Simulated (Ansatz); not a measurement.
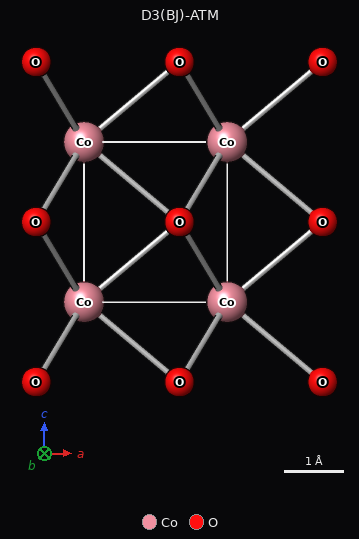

Crystalline CoO (a generated structure, set up in P-6m2), relaxed (cell and atoms) with several dispersion corrections. The picture shows the result with D3(BJ)-ATM. The picture is a ball-and-stick view of the cell of the calculation, seen along the b axis.

Computed with Ansatz 0.2.0: PBE, Ansatz PAW. Set-up: plane-wave cutoff 420 eV; k-point mesh 11 × 11 × 10; occupations fermi-dirac; smearing width 0.05 eV; collinear spin; cell and atoms relaxed; force threshold 0.01 eV/Å.

```
dispersion correction  volume (Å³/atom)  a (Å)  c (Å)
           D3(BJ)-ATM             9.256  2.806  2.715
                   D4             9.257  2.806  2.715
               D3(BJ)                 ?      ?      ?
                 none             9.434  2.830  2.721
```

Q: Estimate the missing row from the others, and compare with the calculation.

A: With D3(BJ) the volume is the smallest of the series, below D3(BJ)-ATM (9.256). The calculation gives 9.225 Å³/atom (a = 2.801 Å, c = 2.715 Å). In order of volume: D3(BJ) < D3(BJ)-ATM ≈ D4 < none; the spread is 2.3 %.

Each member starts from this one structure; whether another phase lies lower wasn't checked.

Limits of the set-up: only the magnetic order of this start and cell was tried (total moment 3.0 μB per cell).
